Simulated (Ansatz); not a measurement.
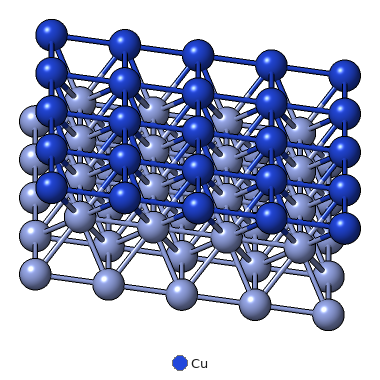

The system is N on a Cu(100) slab cut from the Fm-3m phase, its upper half relaxed before the scan (12 atoms of substrate and one adsorbate in a 2 × 2 cell); the picture shows it without the atoms that are moved over the map. N is moved over the surface cell; relaxed at each place: the height of the adsorbate's atoms; substrate rigid; the origin of the map has the adsorbate above Cu9. Places are given modulo a cell vector. The map is drawn in real space over the plane of the surface. The scan uses a 6 × 6 grid; 10 points were computed and 26 follow by symmetry. Places are given in fractions of the 1 × 1 surface cell. Energies are in eV, from the lowest grid point. Computed with DFT PBE, scalar-relativistic, plane waves, PAW (Ansatz). Settings: cutoff 420 eV, k-mesh 5×5×1, gaussian smearing 0.1 eV, no spin polarisation.

Range: position of N13 along the first surface vector from 0.000 to 0.833; position of N13 along the second surface vector from 0.000 to 0.833.

Q: What will the energy surface look like?

A: The lowest grid point is at a fourfold hollow over a second-layer Cu atom, (3/6, 3/6) of the cell vectors. It is the only kind of minimum in the scanned range. The highest grid point, the top site over a surface Cu atom, (0/6, 0/6) of the cell vectors, lies 3.11 eV above the lowest. On the interpolated surface the easiest way out of the lowest well to its copy in the next cell or period passes a barrier of about 1.6 eV. At the lowest point the adsorbate has 4 Cu at 1.89 Å as nearest neighbours, at the highest 1 Cu at 1.69 Å. Its relaxed height above the top atom is 0.55 Å at the lowest and 1.69 Å at the highest point.

```tsv
second ↓, first →	0/6	1/6	2/6	3/6	4/6	5/6
5/6	2.95	2.80	2.20	1.43	2.20	2.80
4/6	2.37	2.20	1.57	0.79	1.57	2.20
3/6	1.60	1.43	0.79	0.00	0.79	1.43
2/6	2.37	2.20	1.57	0.79	1.57	2.20
1/6	2.95	2.80	2.20	1.43	2.20	2.80
0/6	3.11	2.95	2.37	1.60	2.37	2.95
```

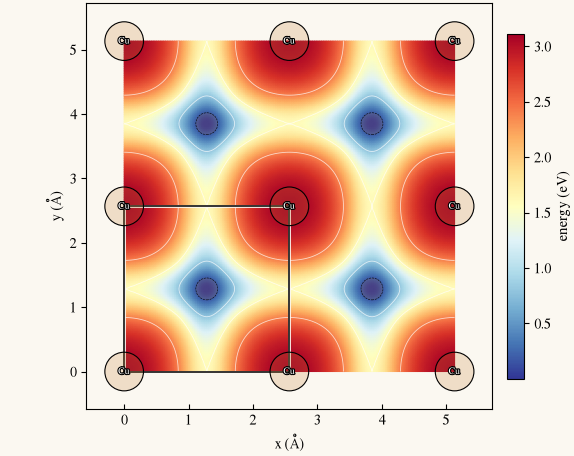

Drawn: a smooth colour map with a few white contour lines, labelled circles for the atoms of the top layer and small ones for the second layer, the outline of one cell of the 2 × 2 shown. Between grid points the surface is interpolated.

Each point was launched as `ansatz run input.yaml --threads 4 --pin off --max-ram 12288MiB --backend cpu --events-out ev --progress --plain --runs-dir out`. The whole map (10 points run) took 10 min on 4 threads of Intel(R) Xeon(R) Platinum 8259CL CPU @ 2.50GHz (Skylake/Cascade Lake), on a shared host.

PAW datasets: the set soft_1.
